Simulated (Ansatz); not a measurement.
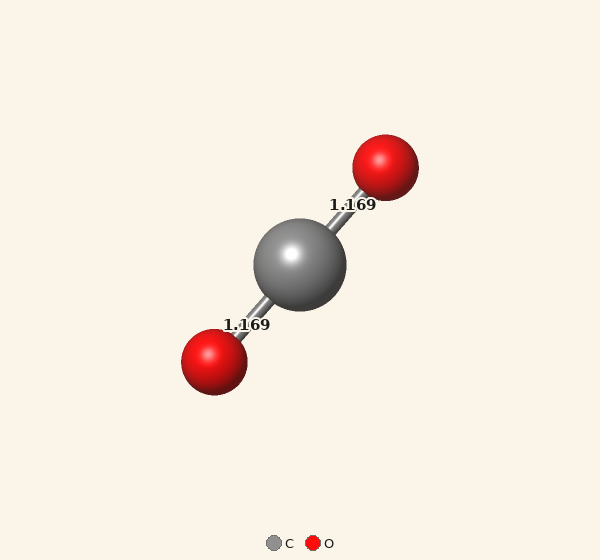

The surroundings of site C1 (at 0.500, 0.500, 0.500) in CO2 (P4_2/mnm), with bond lengths in Å.

The cell is taken from the geometry relaxed at fixed volume with Ansatz, DFT PBE+D3(BJ), scalar-relativistic, plane waves, PAW.

```
CELL_PARAMETERS angstrom
4.48256 0.00000 0.00000
0.00000 4.48256 0.00000
0.00000 0.00000 4.83056
ATOMIC_POSITIONS crystal
C 0.50000 0.50000 0.50000
C 0.00000 0.00000 0.00000
O 0.31557 0.68443 0.50000
O 0.68443 0.31557 0.50000
O 0.18443 0.18443 0.00000
O 0.81557 0.81557 0.00000
```

Bond valence s = exp((R0 − d)/b), R0 fitted to published crystal structures with b = 0.37 Å; R0 in Å: C4+–O 1.387.

> Calculate the bond-valence sum of C1 from the bonds drawn.

2 × 1.803 = 3.61 v.u., against a formal valence of 4: underbonded (bonds long for this ion) by 0.39.

> And over the whole structure?

```tsv
site	x, y, z	formal valence	bond-valence sum	difference
C1	0.500, 0.500, 0.500	+4	3.65	-0.35
O1	0.316, 0.684, 0.500	−2	1.83	-0.17
```

These sums include all anions within 5 Å. The global instability index (root mean square of the differences over all atoms) is 0.25 v.u.: above 0.2, which by the usual rule of thumb marks a strained structure. Cells relaxed with PBE tend to have slightly long bonds, which lowers the sums.
